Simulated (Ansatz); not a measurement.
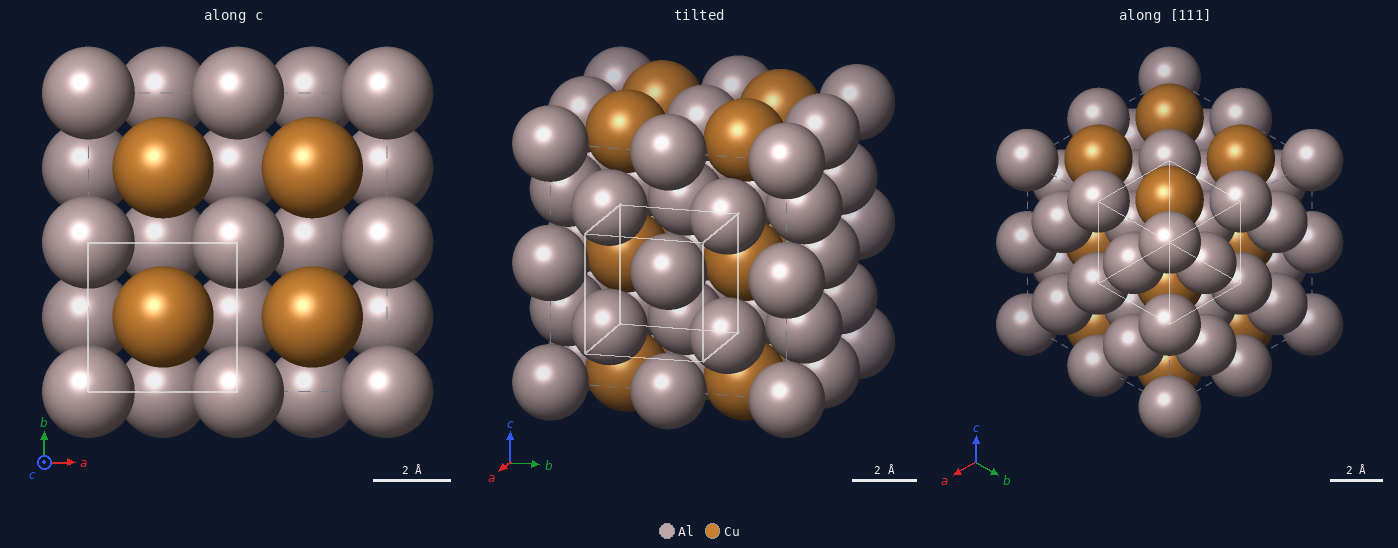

The figure gives a space-filling picture of the atoms, viewed along the c axis, slightly off an axis and along [111]. One conventional unit cell is drawn solid; the view covers 2×2×2 cells. Cell: a = 3.892 Å, b = 3.892 Å, c = 3.892 Å, α = 90.00°, β = 90.00°, γ = 90.00°.

In words:

It has the composition Al$_{3}$Cu. The structure has P4mm (No. 99) symmetry and a primitive tetragonal lattice. The cell has 4 atoms, namely 3 Al, 1 Cu. Each Al has eight Al and four Cu in a cuboctahedral arrangement (about 2.8 Å to Al, 2.7 to 2.8 Å to Cu). Around each Cu lie twelve Al in a cuboctahedral arrangement at about 2.7 to 2.8 Å.

Its origin is a structure listed in the Materials Project. The cell was then strained or its atoms displaced on purpose. Ansatz was used for an electronic-structure calculation on it.
